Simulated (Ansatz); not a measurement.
```
Cu O
1.0
    -2.91857   -2.87928    0.00000
     2.84043   -2.87928    0.00000
     0.01750    0.01724    5.17634
Cu O
4 4
Direct
  0.75000 0.25000 0.50000
  0.25000 0.75000 0.50000
  0.75000 0.75000 0.00000
  0.25000 0.25000 0.00000
  0.50005 0.50162 0.25011
  0.00005 0.00162 0.25011
  0.49995 0.49838 0.74989
  0.99995 0.99838 0.74989
```

Space group C2/c; a structure from a database of computed crystals, not necessarily the ambient phase; spin-polarised.

These are results of DFT r2SCAN, scalar-relativistic, plane waves, PAW (Ansatz), not measurements.

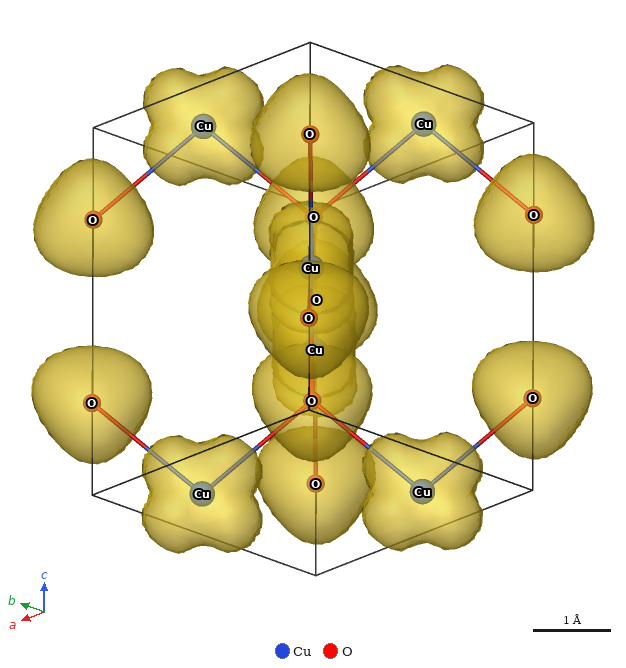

CuO. Isosurface of the spin density at +0.04 e/Å³ (yellow), seen at an oblique angle. Sticks mark near contacts.

In a PAW calculation such maps are meaningful between the atoms, not at the nuclei.

Question: Which atoms carry the moments, and with what signs?

Answer: The spin density sits on Cu: +0.6 μB (×4); O: +0.3 μB (×4) in one cell of 8 atoms: parallel main moments (a ferromagnetic arrangement) in this solution. The cell of the calculation (4 atoms) carries 1.9 μB of net spin moment.
